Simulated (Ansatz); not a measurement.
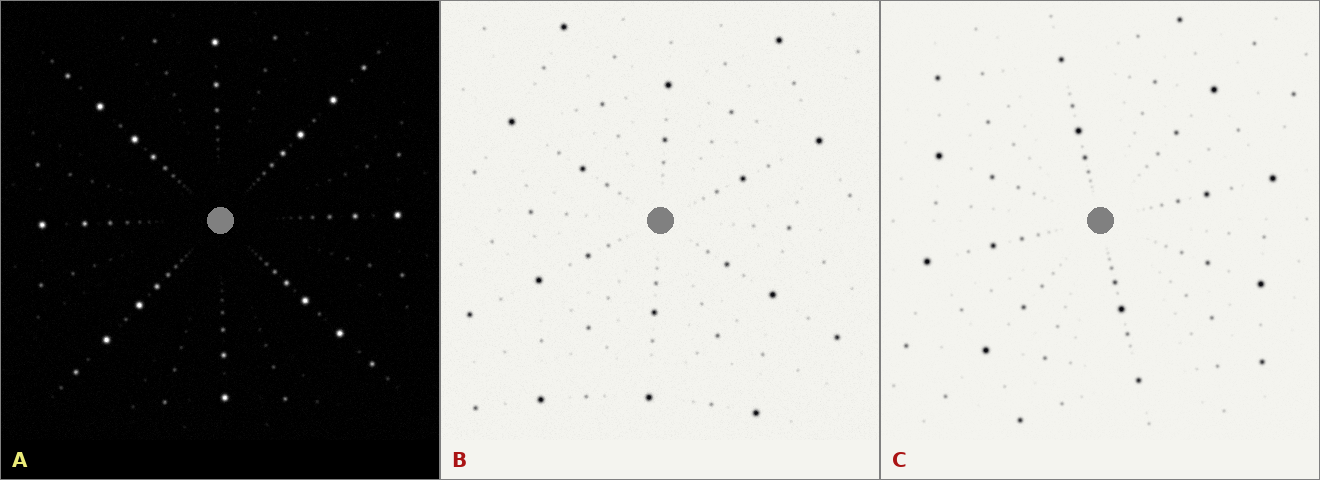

Simulated back-reflection Laue patterns (white X-rays, 0.45 to 2.2 Å, flat plate covering ±45° about the beam, kinematic intensities, seen from the source). Crystal: Ta, space group Pm-3m (No. 221), a = 2.755 Å. Structure: the end point of a relaxation with Ansatz 0.2.0, DFT, revPBE, plane waves (420 eV) with PAW, scalar-relativistic; the starting structure was generated, so it need not be a known form of this composition.

Question: The directions [001], [110], [111] point towards the source, in some order. Which is which?

Answer: A: [001], symmetry 4mm (a fourfold axis with mirror lines). B: [111], symmetry 3m (a threefold axis with three mirror lines). C: [110], symmetry 2mm (a twofold axis with two mirror lines). The Laue class is m-3m.
